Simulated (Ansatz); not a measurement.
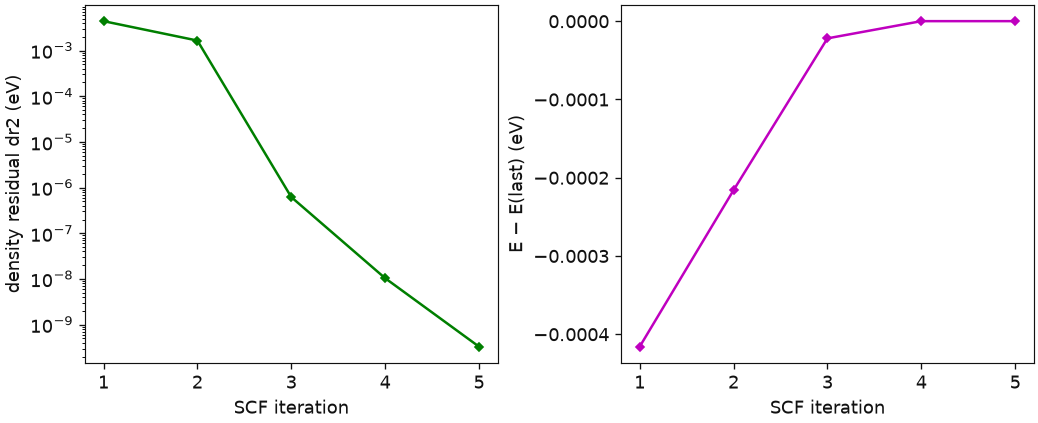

The plot shows the SCF iterations of a calculation: density residual dr2, Harris–Foulkes energy less its last value. The starting density is a sum of atomic densities corrected by a trained network.

Si (2 atoms in the cell), run with Ansatz.

```
crystal:
  lattice:
    - [2.4392225376, 0.0, 0.0]
    - [-1.2196112688, 2.1124286831, 0.0]
    - [0.0, 0.0, 4.5089914857]
  atoms:
    - { symbol: Si, position: [0.3333333333, 0.6666666667, 0.25] }
    - { symbol: Si, position: [0.6666666667, 0.3333333333, 0.75] }
  symmetry: { detect: false }
basis:
  ecutwfc: "500 eV"
kpoints:
  mp_grid: { grid: [24, 24, 14] }
hamiltonian:
  xc: pbe
  dispersion: d3bj
scf:
  occupations: { method: gaussian, width: 0.15 }
output:
  forces: true
  eigenvalues: true
  stress: true
```

Run as:
```bash
ansatz run input.yaml --threads 1 --pin off --max-ram 2560MiB --backend cpu --events-out ev --progress --plain --runs-dir out
```

> Did the calculation converge?

It was still iterating, at step 5, when the time limit ended it. The residual is still falling at the last step (down to 3 × 10⁻¹⁰).
